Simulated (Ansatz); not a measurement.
**MoS: single-point calculation (part 1 of 2)**

MoS (Pm-3m, 2 atoms in the cell), computed with DFT PBEsol+U, scalar-relativistic, plane waves, PAW, Ueff = 6 eV on Mo d (Ansatz 0.2.0).

The structure was built on a prototype by a generator; it need not be a known phase. The run did not end well. It belongs to a series of runs on one base structure; here: large parallel starting moments.

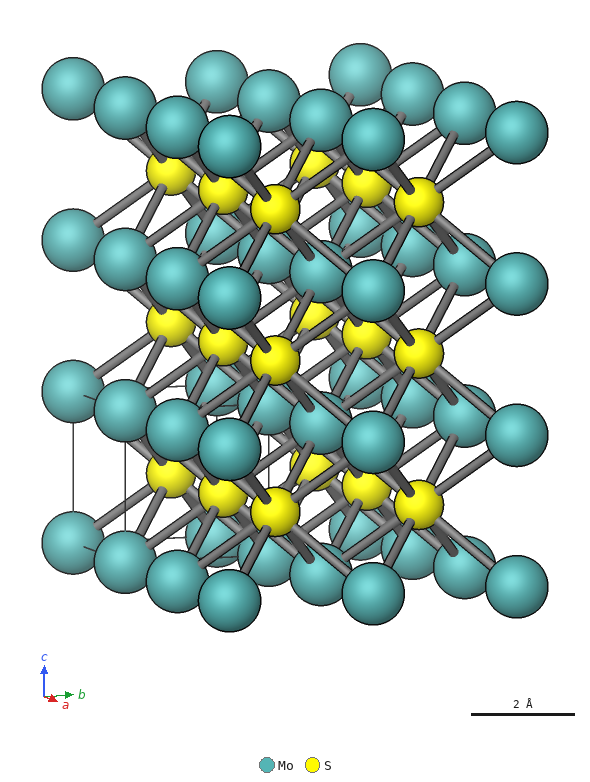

Figure 1. The structure (ball-and-stick view of the cell of the calculation, repeated 3 × 2 × 3, seen slightly off an axis). An atom can appear more than once, as a periodic image.

### The input
```yaml
crystal:
  lattice:
    - [2.9706444822, 0.0, 0.0]
    - [0.0, 2.9706444822, 0.0]
    - [0.0, 0.0, 2.9706444822]
  atoms:
    - { symbol: Mo, position: [0.0, 0.0, 0.0], spin: 3.5 }
    - { symbol: S, position: [0.5, 0.5, 0.5] }
basis:
  ecutwfc: 420
kpoints:
  mp_grid: { grid: [14, 14, 14] }
hamiltonian:
  xc: pbesol
  hubbard: { sites: [{ species: Mo, l: d, u_eff: 6.0 }] }
scf:
  occupations: { method: gaussian, width: 0.05 }
output:
  forces: true
  stress: true
  eigenvalues: true
  populations: true
magnetization:
  spin_polarized: true
```

Run on 1 thread of Arm Neoverse V2, 24 GiB of memory available, shared host.

Command:
```bash
ansatz run input.yaml --threads 1 --pin off --max-ram 2560MiB --backend cpu --events-out ev --progress --plain --runs-dir out
```

### Log
```
Mo: projections on atomic orbitals take those of the free atom [Ar 3d10] 4s2 4p6 4d5 5s1, of charge +0.00 (hamiltonian.pseudopotentials.projection_atoms); the dataset's partial waves leave at most 6.0e-6 of an orbital's norm unspanned inside its sphere
S: projections on atomic orbitals take those of the free atom [Ne] 3s2 3p4, of charge +0.00 (hamiltonian.pseudopotentials.projection_atoms); the dataset's partial waves leave at most 1.6e-7 of an orbital's norm unspanned inside its sphere
Engine: ansatz 0.2.0, aarch64-unknown-linux-gnu
Pseudopotentials: kind: paw
Pseudopotential: Mo, paw, valence charge 14, recommended cutoff 420 eV (normal), Mo.paw.azcp
Pseudopotential: S, paw, valence charge 6, recommended cutoff 420 eV (normal), S.paw.azcp
Functional definition: PBEsol
  exchange = pbesol_x
  correlation = pbesol_c
Crystal: 2 atoms, lattice volume = 26.215 Å³
Basis set: ecut = 420 eV, 485 PW (Γ), exchange–correlation on 40×40×40 points (8 copies of the dense FFT grid, shifted against one another)
Bands: 16, of which v1, the nominal top of the filled ones, is band 10 counted from 1 (9 counted from 0)
Symmetry: 48 space group operations
Space group: Pm-3m (ITA 221), of the structure as read, at distance tolerance 3.0e-5 Å
Magnetic group: BNS 221.92 (UNI 1594), of the structure as read, at distance tolerance 3.0e-5 Å
k-points: 120 of 2744
Non-local potential: Mo, projectors of the file, l = 0: 3, l = 1: 2, l = 2: 2, l = 3: 1
Non-local potential: S, projectors of the file, l = 0: 2, l = 1: 2, l = 2: 2
PAW form: soft (Blöchl's): semilocal exchange-correlation on the pseudo side does not see the compensation charge
PAW frozen core: Mo, regenerated for the run's functional, and the local potential with it (the file was generated under x = pbe(κ = 0.804, μ = 0.2195149727645171), c = pbe(β = 0.06672455060314922))
PAW frozen core: S, regenerated for the run's functional, and the local potential with it (the file was generated under x = pbe(κ = 0.804, μ = 0.2195149727645171), c = pbe(β = 0.06672455060314922))
PAW one-centre angular grid: Mo, 590 points (default); XC on 64 Gauss nodes
PAW one-centre angular grid: S, 110 points (default); XC on 64 Gauss nodes
Initial density: superposition of atomic densities (chi_scale 0.1, normalization cell)
Starting moments: Σ|m| = 3.5 μB on 1 of 2 sites
Initial wavefunctions: pseudopotential atomic-orbital guess
Functional: x = pbesol(κ = 0.804, μ = 0.12345679012345678), c = pbesol(β = 0.046)
SCF iter   1: F=—  HF=-5775.645569 eV  |F-HF|=—  |Δ(HF+E_count)|=         —  Δρ=8.32e-2 (↑8.32e-2 ↓6.22e-2)  dr2=1.39e0  dr2_m=1.10e0  M=3.018 μB ∫|m|=3.170 μB  β_m=0.30  ethr=3.10e-3  ⟨swp⟩=5.4  Hψ=20445  notcnv=0
preconditioner: auto → none  [metal: Δε(μ)=0.004 eV  Ē_g=12.292 eV  σ=0.050 eV  W_gap=0.05  n_scr=6 (ndim 8)  ℏωp=25.1 eV  f_vac=0.000  D(μ)=2.24/eV (n_scr^D=26)  sad-step TF]
SCF iter   2: F=—  HF=-5775.649895 eV  |F-HF|=—  |Δ(HF+E_count)|=   4.33e-3  Δρ=5.83e-2 (↑5.83e-2 ↓4.67e-2)  dr2=5.49e-1  dr2_m=5.85e-1  M=2.870 μB ∫|m|=3.104 μB  β_m=0.30  ethr=3.10e-3  ⟨swp⟩=2.0  Hψ=6783  notcnv=0  defer=287
SCF iter   3: F=—  HF=-5775.652818 eV  |F-HF|=—  |Δ(HF+E_count)|=   2.92e-3  Δρ=3.66e-2 (↑3.07e-2 ↓3.66e-2)  dr2=1.26e-2  dr2_m=2.67e-1  M=2.810 μB ∫|m|=3.140 μB  β_m=0.30  ethr=2.75e-3  ⟨swp⟩=2.6  Hψ=6147  notcnv=0  defer=294
SCF iter   4: F=—  HF=-5775.752971 eV  |F-HF|=—  |Δ(HF+E_count)|=   1.00e-1  Δρ=2.74e-2 (↑2.73e-2 ↓2.74e-2)  dr2=6.13e-3  dr2_m=1.77e-1  M=2.661 μB ∫|m|=3.031 μB  β_m=0.30  ethr=6.29e-5  ⟨swp⟩=2.1  Hψ=7852  notcnv=0  defer=308
SCF iter   5: F=—  HF=-5775.828839 eV  |F-HF|=—  |Δ(HF+E_count)|=   7.59e-2  Δρ=2.29e-2 (↑2.29e-2 ↓2.13e-2)  dr2=2.81e-3  dr2_m=1.16e-1  M=2.538 μB ∫|m|=2.940 μB  β_m=0.30  ethr=3.07e-5  ⟨swp⟩=2.4  Hψ=6405  notcnv=0  defer=308
SCF iter   6: F=—  HF=-5775.893064 eV  |F-HF|=—  |Δ(HF+E_count)|=   6.42e-2  Δρ=1.93e-2 (↑1.93e-2 ↓1.85e-2)  dr2=1.38e-3  dr2_m=8.54e-2  M=2.400 μB ∫|m|=2.836 μB  β_m=0.30  ethr=1.41e-5  ⟨swp⟩=2.0  Hψ=6184  notcnv=0  defer=308
SCF iter   7: F=—  HF=-5775.949876 eV  |F-HF|=—  |Δ(HF+E_count)|=   5.68e-2  Δρ=1.53e-2 (↑1.53e-2 ↓1.52e-2)  dr2=1.57e-4  dr2_m=5.60e-2  M=2.333 μB ∫|m|=2.776 μB  β_m=0.30  ethr=6.90e-6  ⟨swp⟩=2.3  Hψ=7121  notcnv=0  defer=306
SCF iter   8: F=—  HF=-5775.994637 eV  |F-HF|=—  |Δ(HF+E_count)|=   4.48e-2  Δρ=1.35e-2 (↑1.34e-2 ↓1.35e-2)  dr2=1.02e-4  dr2_m=4.36e-2  M=2.238 μB ∫|m|=2.696 μB  β_m=0.30  ethr=7.85e-7  ⟨swp⟩=2.2  Hψ=6336  notcnv=0  defer=305
SCF iter   9: F=—  HF=-5776.033980 eV  |F-HF|=—  |Δ(HF+E_count)|=   3.93e-2  Δρ=1.17e-2 (↑1.17e-2 ↓1.15e-2)  dr2=7.82e-5  dr2_m=3.22e-2  M=2.177 μB ∫|m|=2.634 μB  β_m=0.30  ethr=5.08e-7  ⟨swp⟩=2.2  Hψ=6232  notcnv=0  defer=304
SCF iter  10: F=—  HF=-5776.064958 eV  |F-HF|=—  |Δ(HF+E_count)|=   3.10e-2  Δρ=1.00e-2 (↑1.00e-2 ↓9.53e-3)  dr2=6.99e-4  dr2_m=2.28e-2  M=2.136 μB ∫|m|=2.589 μB  β_m=0.30  ethr=3.91e-7  ⟨swp⟩=2.1  Hψ=6662  notcnv=0  defer=303
SCF iter  11: F=—  HF=-5776.088482 eV  |F-HF|=—  |Δ(HF+E_count)|=   2.35e-2  Δρ=9.52e-3 (↑9.52e-3 ↓8.04e-3)  dr2=2.75e-3  dr2_m=1.79e-2  M=2.090 μB ∫|m|=2.539 μB  β_m=0.30  ethr=3.91e-7  ⟨swp⟩=2.2  Hψ=6273  notcnv=0  defer=306
SCF iter  12: F=—  HF=-5776.106299 eV  |F-HF|=—  |Δ(HF+E_count)|=   1.78e-2  Δρ=8.61e-3 (↑8.61e-3 ↓6.95e-3)  dr2=1.57e-3  dr2_m=1.44e-2  M=2.046 μB ∫|m|=2.493 μB  β_m=0.30  ethr=3.91e-7  ⟨swp⟩=2.2  Hψ=6487  notcnv=0  defer=305
SCF iter  13: F=—  HF=-5776.123761 eV  |F-HF|=—  |Δ(HF+E_count)|=   1.75e-2  Δρ=9.84e-3 (↑9.84e-3 ↓7.35e-3)  dr2=4.39e-3  dr2_m=1.72e-2  M=1.959 μB ∫|m|=2.416 μB  β_m=0.30  ethr=3.91e-7  ⟨swp⟩=2.2  Hψ=6769  notcnv=0  defer=306
SCF iter  14: F=—  HF=-5776.144612 eV  |F-HF|=—  |Δ(HF+E_count)|=   2.09e-2  Δρ=1.01e-2 (↑1.01e-2 ↓7.18e-3)  dr2=5.38e-3  dr2_m=1.74e-2  M=1.888 μB ∫|m|=2.354 μB  β_m=0.30  ethr=3.91e-7  ⟨swp⟩=2.2  Hψ=6427  notcnv=0  defer=303
SCF iter  15: F=—  HF=-5776.164777 eV  |F-HF|=—  |Δ(HF+E_count)|=   2.02e-2  Δρ=9.23e-3 (↑9.23e-3 ↓5.74e-3)  dr2=6.50e-3  dr2_m=1.28e-2  M=1.863 μB ∫|m|=2.319 μB  β_m=0.30  ethr=3.91e-7  ⟨swp⟩=2.2  Hψ=6346  notcnv=0  defer=302
Mixer restart at iter 15: flushing history
spin-set hold released at iteration 15 (site moments' squared step at or under half its running peak, from the soft ceiling on): the magnetisation degrees of freedom join the quasi-Newton model from the next iteration; the mixer history was flushed
SCF iter  16: F=—  HF=-5776.177492 eV  |F-HF|=—  |Δ(HF+E_count)|=   1.27e-2  Δρ=6.51e-3 (↑6.51e-3 ↓5.23e-3)  dr2=1.12e-3  dr2_m=8.00e-3  M=1.851 μB ∫|m|=2.303 μB  β_m=0.65  ethr=3.91e-7  ⟨swp⟩=2.8  Hψ=7610  notcnv=0  defer=307
SCF iter  17: F=—  HF=-5776.209274 eV  |F-HF|=—  |Δ(HF+E_count)|=   3.18e-2  Δρ=5.71e-3 (↑5.71e-3 ↓1.73e-3)  dr2=1.56e-2  dr2_m=2.19e-3  M=1.805 μB ∫|m|=2.227 μB  β_m=0.56  ethr=3.91e-7  ⟨swp⟩=3.5  Hψ=9301  notcnv=0  defer=312
SCF iter  18: F=—  HF=-5776.211796 eV  |F-HF|=—  |Δ(HF+E_count)|=   2.52e-3  Δρ=1.16e-3 (↑7.43e-4 ↓1.16e-3)  dr2=1.52e-4  dr2_m=2.05e-4  M=1.757 μB ∫|m|=2.188 μB  β_m=0.61  ethr=3.91e-7  ⟨swp⟩=3.6  Hψ=10254  notcnv=0  defer=330
SCF iter  19: F=—  HF=-5776.213100 eV  |F-HF|=—  |Δ(HF+E_count)|=   1.30e-3  Δρ=4.98e-4 (↑4.98e-4 ↓4.66e-4)  dr2=1.69e-5  dr2_m=5.11e-5  M=1.724 μB ∫|m|=2.154 μB  β_m=0.81  ethr=3.91e-7  ⟨swp⟩=2.1  Hψ=6585  notcnv=0  defer=332
SCF iter  20: F=—  HF=-5776.213310 eV  |F-HF|=—  |Δ(HF+E_count)|=   2.10e-4  Δρ=2.73e-4 (↑2.73e-4 ↓1.34e-4)  dr2=4.83e-6  dr2_m=9.67e-6  M=1.697 μB ∫|m|=2.127 μB  β_m=0.85  ethr=8.46e-8  ⟨swp⟩=2.6  Hψ=6284  notcnv=0  defer=333
SCF iter  21: F=—  HF=-5776.213376 eV  |F-HF|=—  |Δ(HF+E_count)|=   6.61e-5  Δρ=4.47e-5 (↑4.47e-5 ↓2.08e-5)  dr2=2.98e-7  dr2_m=1.87e-7  M=1.703 μB ∫|m|=2.134 μB  β_m=0.92  ethr=2.41e-8  ⟨swp⟩=2.2  Hψ=6052  notcnv=0  defer=333
SCF iter  22: F=—  HF=-5776.213377 eV  |F-HF|=—  |Δ(HF+E_count)|=   8.71e-7  Δρ=2.15e-5 (↑2.15e-5 ↓1.64e-5)  dr2=1.41e-8  dr2_m=7.34e-8  M=1.704 μB ∫|m|=2.134 μB  β_m=0.86  ethr=5.00e-10  ⟨swp⟩=6.6  Hψ=17153  notcnv=0
iter 23 did not close the SCF: its close was put off for a magnetic moment that had not settled (scf_convergence_deferred on its scf_iter line)
SCF iter  23: F=-5776.213377 eV  HF=-5776.213377 eV  |F-HF|=5.14e-8  |Δ(HF+E_count)|=   2.55e-7  Δρ=1.15e-5 (↑1.15e-5 ↓6.98e-6)  dr2=7.00e-9  dr2_m=1.51e-8  M=1.703 μB ∫|m|=2.133 μB  β_m=0.93  ethr=7.05e-11  ⟨swp⟩=3.4  Hψ=9772  notcnv=0
SCF iter  24: F=-5776.213377 eV  HF=-5776.213377 eV  |F-HF|=3.30e-9  |Δ(HF+E_count)|=   9.48e-8  Δρ=2.79e-6 (↑2.79e-6 ↓1.56e-6)  dr2=6.57e-10  dr2_m=6.88e-10  M=1.703 μB ∫|m|=2.133 μB  ethr=3.50e-11  ⟨swp⟩=1.3  Hψ=10731  notcnv=0
SCF 1 converged in 24 iterations: F = -5776.213377 eV  dr2 = 6.57e-10
  greatest PAW one-centre occupation: 0.999 electrons in one spin orbital (limit 2), on the Mo atom at site 0 (counted from 0), in its partial waves of l = 0
Bands: 17, of which v1, the nominal top of the filled ones, is band 10 counted from 1 (9 counted from 0)
Symmetry: 1 space group operations
k-points: 1376 of 2744 (time reversal used)
Starting moments: Σ|m| = 5 μB on 1 of 2 sites
```
